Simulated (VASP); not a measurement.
**Run report: MgTe, band-structure calculation**

System: MgTe (F-43m, 2 atoms in the cell).
Method: DFT, r2SCAN, plane waves, PAW (VASP 6.6.1).

The structure derives from a Materials Project entry. The geometry comes from this level: r2SCAN (a point of a series of strains). It belongs to a series of runs on one base structure; here: hydrostatic strain +4.6%.

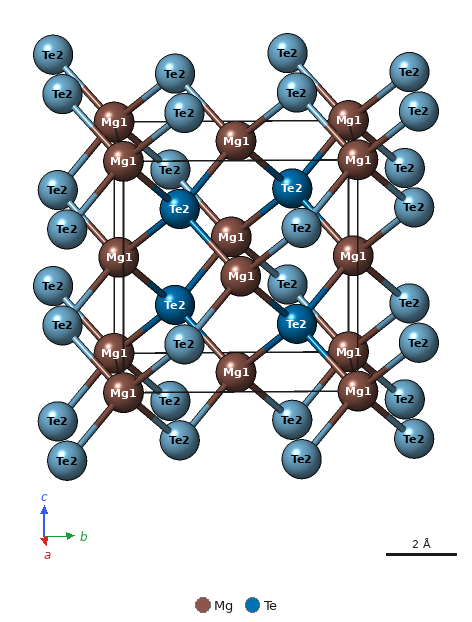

Figure 1. The structure (ball-and-stick view of the cell 4 times as large as that of the calculation, set on its symmetry axes, seen at an oblique angle; neighbours outside the cell are drawn fainter; atoms are numbered from 1 in the order of the input). Near neighbours in the crystal (not all of them lie inside the picture): Mg has 4 Te at 2.93 Å; Te has 4 Mg at 2.93 Å.

INCAR
```
ENCUT = 520.000000
SIGMA = 0.010000
EDIFF = 1.00e-07
ALGO = Normal
METAGGA = R2SCAN
PREC = Accurate
IBRION = -1
ISIF = 2
ISMEAR = 0
NBANDS = 11
NELM = 120
NSW = 0
LASPH = .TRUE.
LCHARG = .FALSE.
LWAVE = .FALSE.
LREAL = .FALSE.
```

KPOINTS
```
KPOINTS created by Atomic Simulation Environment
0
Gamma
8 8 8
0 0 0
```

KPOINTS_OPT
```
special points
6
Reciprocal
0.0000000000 0.0000000000 0.0000000000 1
-0.5000000000 -0.5000000000 0.0000000000 1
-0.3750000000 -0.3750000000 0.2500000000 1
-0.3750000000 0.0000000000 0.3750000000 1
0.0000000000 0.0000000000 0.5000000000 1
-0.5000000000 -0.2500000000 0.2500000000 1
```

POSCAR
```
Mg Te
 1.0000000000000000
     0.0000000000000000    3.3828133334000001    3.3828133334000001
     3.3828133334000001    0.0000000000000000    3.3828133334000001
     3.3828133334000001    3.3828133334000001    0.0000000000000000
 Mg  Te
   1   1
Cartesian
  0.0000000000000000  0.0000000000000000  0.0000000000000000
  5.0742200001000013  5.0742200001000013  5.0742200001000013
```

Machine: 1 CPU thread, shared host.

Launch command:
```bash
mpirun -np 1 vasp_std
```

OSZICAR
```
N       E                     dE             d eps       ncg     rms          rms(c)
DAV:   1    -0.342127013989E+01   -0.34213E+01   -0.28933E+03   638   0.545E+02
DAV:   2    -0.310737955571E+02   -0.27653E+02   -0.26605E+02   766   0.782E+01
DAV:   3    -0.327416134899E+02   -0.16678E+01   -0.16654E+01   789   0.218E+01
DAV:   4    -0.327652983238E+02   -0.23685E-01   -0.23684E-01   760   0.319E+00
DAV:   5    -0.327657983246E+02   -0.50000E-03   -0.50000E-03   766   0.451E-01    0.295E+00
DAV:   6    -0.315097328738E+02    0.12561E+01   -0.52933E-01   650   0.321E+00    0.239E+00
DAV:   7    -0.315310572526E+02   -0.21324E-01   -0.23056E-01   715   0.205E+00    0.129E+00
DAV:   8    -0.315403780958E+02   -0.93208E-02   -0.10510E-02   774   0.643E-01    0.216E-01
DAV:   9    -0.315405976175E+02   -0.21952E-03   -0.86615E-04   741   0.144E-01    0.112E-01
DAV:  10    -0.315406635749E+02   -0.65957E-04   -0.74852E-05   716   0.566E-02    0.185E-02
DAV:  11    -0.315406601421E+02    0.34328E-05   -0.39089E-06   743   0.122E-02    0.189E-02
DAV:  12    -0.315406613283E+02   -0.11863E-05   -0.18603E-06   710   0.940E-03    0.213E-02
DAV:  13    -0.315406615575E+02   -0.22913E-06   -0.26031E-07   776   0.379E-03    0.154E-03
DAV:  14    -0.315406615338E+02    0.23639E-07   -0.44637E-09   409   0.443E-04
   1 F= -.31540662E+02 E0= -.31540662E+02  d E =-.278647E-48
       N       E                     dE             ncg
DAV:   1     0.536577776196E+03   -0.12589E+04      132
DAV:   2     0.367131831188E+03   -0.16945E+03      158
DAV:   3     0.357534564173E+03   -0.95973E+01      173
DAV:   4     0.357395214505E+03   -0.13935E+00      178
DAV:   5     0.357392853973E+03   -0.23605E-02      158
DAV:   6     0.357392759322E+03   -0.94651E-04      194
DAV:   7     0.357392757944E+03   -0.13782E-05      158
DAV:   8     0.357392757875E+03   -0.69139E-07      127
```

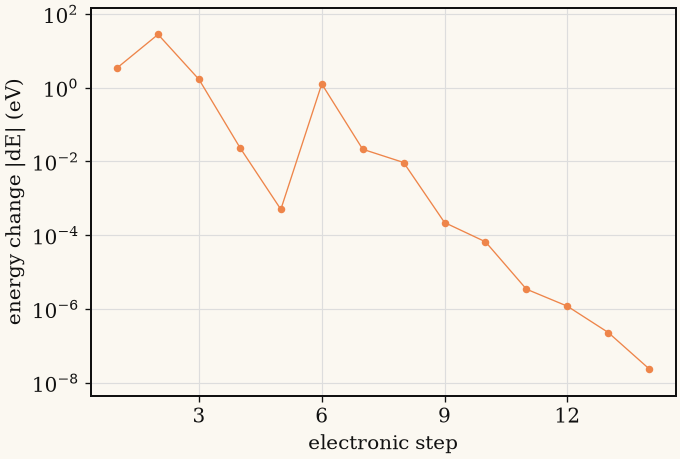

Figure 2. Convergence of the self-consistent field: energy change |dE| against the electronic step. It takes 14 electronic steps. The density is held fixed in the first few steps, and dE rises again when its update begins.

Parts of OUTCAR
```
k-points           NKPTS =     29   k-points in BZ     NKDIM =     29   number of bands    NBANDS=     11

   NELECT =       8.0000    total number of electrons

   dimension x,y,z NGX =    36 NGY =   36 NGZ =   36
   dimension x,y,z NGXF=    72 NGYF=   72 NGZF=   72

  energy-cutoff  :      520.00
  volume of cell :       77.42
      direct lattice vectors                 reciprocal lattice vectors
     0.000000000  3.382813333  3.382813333    -0.147805968  0.147805968  0.147805968
     3.382813333  0.000000000  3.382813333     0.147805968 -0.147805968  0.147805968
     3.382813333  3.382813333  0.000000000     0.147805968  0.147805968 -0.147805968

 k-points in reciprocal lattice and weights: KPOINTS created by Atomic Simulation Env
   0.00000000  0.00000000  0.00000000       0.002
   0.12500000  0.00000000  0.00000000       0.016
   0.25000000  0.00000000  0.00000000       0.016
   0.37500000  0.00000000  0.00000000       0.016
   0.50000000  0.00000000  0.00000000       0.008
   0.12500000  0.12500000  0.00000000       0.012
   0.25000000  0.12500000  0.00000000       0.047
   0.37500000  0.12500000  0.00000000       0.047
   0.50000000  0.12500000  0.00000000       0.047
  -0.37500000  0.12500000  0.00000000       0.047
  -0.25000000  0.12500000  0.00000000       0.047
  -0.12500000  0.12500000  0.00000000       0.023
   0.25000000  0.25000000  0.00000000       0.012
   0.37500000  0.25000000  0.00000000       0.047
   0.50000000  0.25000000  0.00000000       0.047
  -0.37500000  0.25000000  0.00000000       0.047
  -0.25000000  0.25000000  0.00000000       0.023
   0.37500000  0.37500000  0.00000000       0.012
   0.50000000  0.37500000  0.00000000       0.047
  -0.37500000  0.37500000  0.00000000       0.023
   0.50000000  0.50000000  0.00000000       0.006
   0.37500000  0.25000000  0.12500000       0.047
   0.50000000  0.25000000  0.12500000       0.094
  -0.37500000  0.25000000  0.12500000       0.047
   0.50000000  0.37500000  0.12500000       0.047
  -0.37500000  0.37500000  0.12500000       0.094
  -0.25000000  0.37500000  0.12500000       0.047
  -0.37500000  0.50000000  0.12500000       0.023
  -0.25000000  0.50000000  0.25000000       0.012

 E-fermi :   0.8222

 k-point     1 :       0.0000    0.0000    0.0000
  band No.  band energies     occupation
      1      -9.3440      2.00000
      2       0.7215      2.00000
      3       0.7215      2.00000
      4       0.7215      2.00000
      5       3.1878      0.00000
      6       6.4911      0.00000
      7       6.4911      0.00000
      8       6.4911      0.00000
      9       9.5930      0.00000
     10       9.5930      0.00000
     11       9.6158      0.00000

 k-point     2 :       0.1250    0.0000    0.0000
  band No.  band energies     occupation
      1      -9.2852      2.00000
      2       0.0638      2.00000
      3       0.6624      2.00000
      4       0.6624      2.00000
      5       3.7772      0.00000
      6       6.3938      0.00000
      7       6.6437      0.00000
      8       6.6437      0.00000
      9       9.1745      0.00000
     10       9.1745      0.00000
     11      10.1659      0.00000

 k-point     3 :       0.2500    0.0000    0.0000
  band No.  band energies     occupation
      1      -9.1346      2.00000
      2      -0.9773      2.00000
      3       0.5305      2.00000
      4       0.5305      2.00000
      5       4.2801      0.00000
      6       6.8153      0.00000
      7       6.8153      0.00000
      8       6.8637      0.00000
      9       9.0997      0.00000
     10       9.0997      0.00000
     11       9.8950      0.00000

 k-point     4 :       0.3750    0.0000    0.0000
  band No.  band energies     occupation
      1      -8.9693      2.00000
      2      -1.7591      2.00000
      3       0.4110      2.00000
      4       0.4110      2.00000
      5       4.2283      0.00000
      6       6.7037      0.00000
      7       6.7037      0.00000
      8       7.8848      0.00000
      9       9.7860      0.00000
     10      10.0220      0.00000
     11      10.0220      0.00000

 k-point     5 :       0.5000    0.0000    0.0000
  band No.  band energies     occupation
      1      -8.8956      2.00000
      2      -2.0477      2.00000
      3       0.3646      2.00000
      4       0.3646      2.00000
      5       4.1617      0.00000
      6       6.6157      0.00000
      7       6.6157      0.00000
      8       8.2160      0.00000
      9      10.4205      0.00000
     10      11.4894      0.00000
     11      11.4894      0.00000

 [... the levels of 23 k-points are left out ...]

 k-point    29 :      -0.2500    0.5000    0.2500
  band No.  band energies     occupation
      1      -8.7405      2.00000
      2      -1.6237      2.00000
      3      -0.8315      2.00000
      4      -0.4663      2.00000
      5       5.6211      0.00000
      6       6.3052      0.00000
      7       7.1502      0.00000
      8       7.4788      0.00000
      9      10.5314      0.00000
     10      11.7679      0.00000
     11      11.9292      0.00000

  Total       -1.9057543     -1.9057543     -1.9057543      0.0000000      0.0000000     -0.0000000
  in kB      -39.4378641    -39.4378641    -39.4378641      0.0000000      0.0000000     -0.0000000
  external PRESSURE =     -39.4378641 kB  Pullay stress =       0.0000000 kB

 POSITION                                       TOTAL-FORCE (eV/Angst)
 -----------------------------------------------------------------------------------
      0.00000      0.00000      0.00000         0.000000     -0.000000     -0.000000
      5.07422      5.07422      5.07422        -0.000000      0.000000      0.000000
 -----------------------------------------------------------------------------------
    total drift:                               -0.000002     -0.000002     -0.000002

  FREE ENERGIE OF THE ION-ELECTRON SYSTEM (eV)
  ---------------------------------------------------
  free  energy   TOTEN  =       -31.5406615338 eV

  energy  without entropy=      -31.5406615338  energy(sigma->0) =      -31.54066153
```

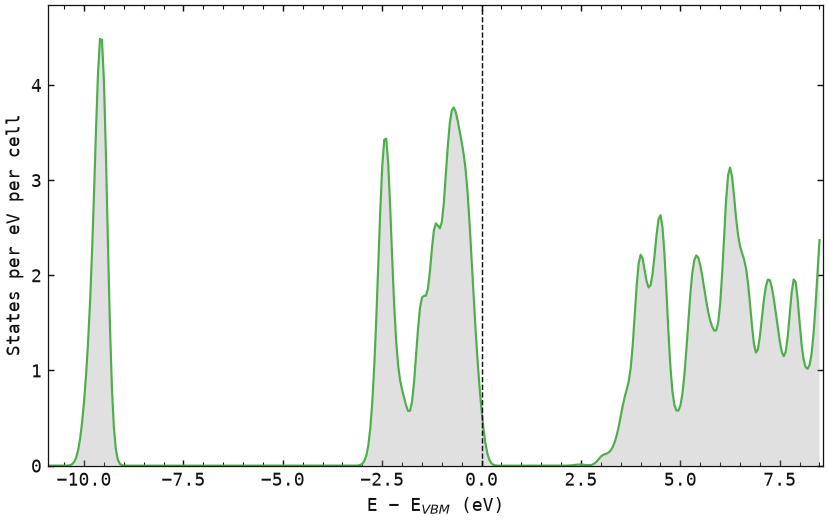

Figure 3. Density of states (the curve is built from the levels of the k mesh with Gaussians 0.3 eV wide, which also blur the band edges), with energies from the valence-band top. There is a gap of 2.47 eV on the k-point mesh. Small ripples come from the finite k-point mesh.

Summary

```tsv
quantity	value
outcome	converged
space group (tolerance 0.01 Å)	F-43m (216)
electrons treated	8
free energy	−31.5407 eV
Fermi energy	0.822 eV
band gap	2.47 eV
pressure	−3.94 GPa
largest force (length of the vector)	under 0.001 eV/Å
wall time	76 s
peak memory	0.22 GiB
```

Notes

Spin-orbit coupling is left out, which matters for Te.
